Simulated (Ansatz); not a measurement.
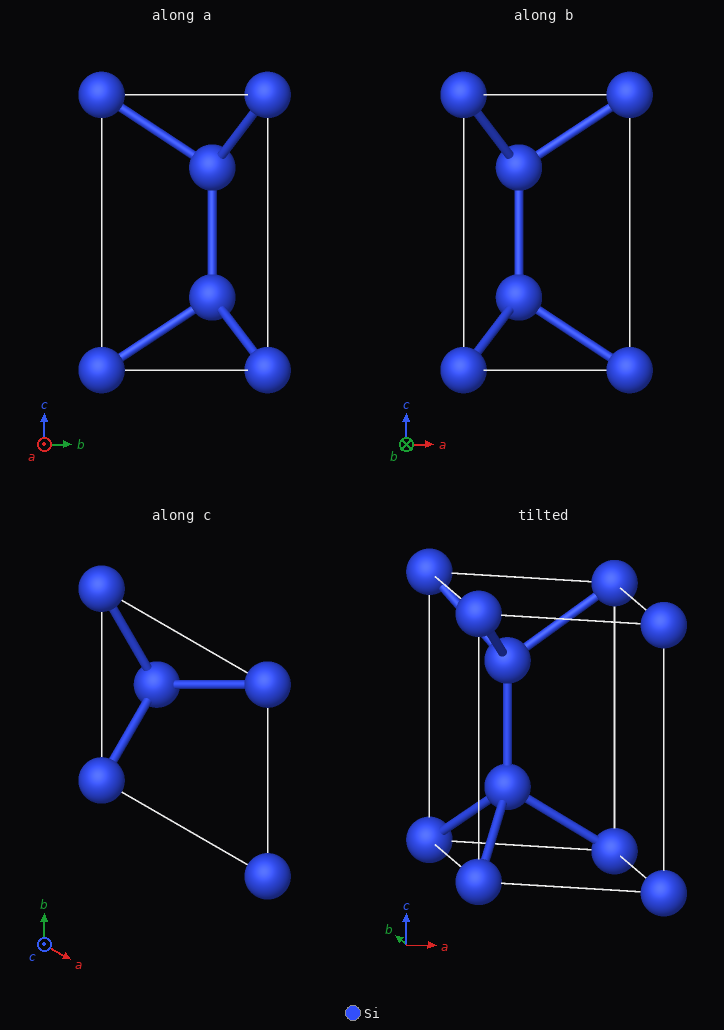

An orthographic ball-and-stick view of the structure, along the a axis, along the b axis, along the c axis and slightly off an axis. The lines enclose the conventional unit cell; boundary atoms appear with their images.

Lattice parameters: a = 3.5643 Å, b = 3.5643 Å, c = 5.1161 Å, α = 90.000°, β = 90.000°, γ = 120.000°.

Q: Reconstruct the structure as a CIF in P1 with every atom of the cell, with free fractional coordinates to two decimals.

A:
```cif
data_structure
_symmetry_space_group_name_H-M 'P 1'
_symmetry_Int_Tables_number 1
_cell_length_a 3.5643
_cell_length_b 3.5643
_cell_length_c 5.1161
_cell_angle_alpha 90.000
_cell_angle_beta 90.000
_cell_angle_gamma 120.000
_cell_volume 56.29
loop_
_atom_site_label
_atom_site_type_symbol
_atom_site_fract_x
_atom_site_fract_y
_atom_site_fract_z
_atom_site_occupancy
Si1 Si 0.3333 0.6667 0.74 1
Si2 Si 0.3333 0.6667 0.26 1
Si3 Si 0.00 0.00 0.00 1
```

The cell started as a structure type filled with this element by a generator (whether the element takes this form wasn't checked). Earlier steps of the study may have refined or changed the cell and positions. It was the input of a calculation with Ansatz.
